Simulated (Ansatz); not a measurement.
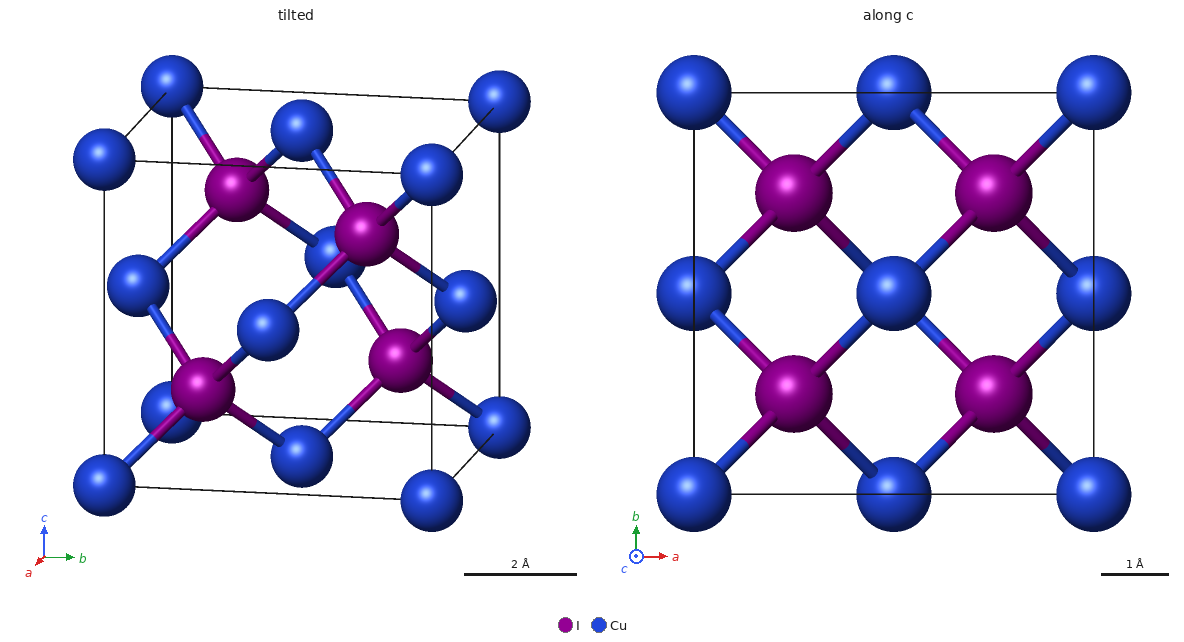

The image is a ball-and-stick drawing of a crystal, viewed slightly off an axis and along the c axis. The edges of the drawn cell (a repeat of the simulation cell) are marked.

CuI, a = 5.994 Å, b = 6.024 Å, c = 6.024 Å, α = 90.00°, β = 90.00°, γ = 90.00°. Strictly the space group is I-4m2 (No. 119, within 0.01 Å). It is a distorted form of a face-centred cubic structure, space group F-43m (No. 216) within 0.25 Å: zinc blende (sphalerite type). The initial geometry was a structure type filled with these elements by a generator (whether the compound takes this form wasn't checked). The cell was then strained or its atoms displaced on purpose. Ansatz was used for an electronic-structure calculation on it.

This one geometry was computed with Ansatz (DFT, plane waves, PAW) at three levels of theory: PBE, HSE06 and r2SCAN. It was relaxed with r2SCAN and then strained.

How does the band gap change with the level of theory?

PBE: a gap of 1.18 eV, direct; r2SCAN: a gap of 1.68 eV, direct; HSE06: a gap of 2.67 eV, direct.

Collect the results in a table.

| level | cutoff (eV) | k-mesh of the run's cell | gap (eV) | pressure (GPa) |
| --- | --- | --- | --- | --- |
| PBE | 420 | 8×8×8 | 1.18 | 1.4 |
| HSE06 | 420 | 6×6×6 | 2.67 | 1.6 |
| r2SCAN | 500 | 8×8×8 | 1.68 | 0.2 |

Gaps are taken on the k-mesh or band path of each run.
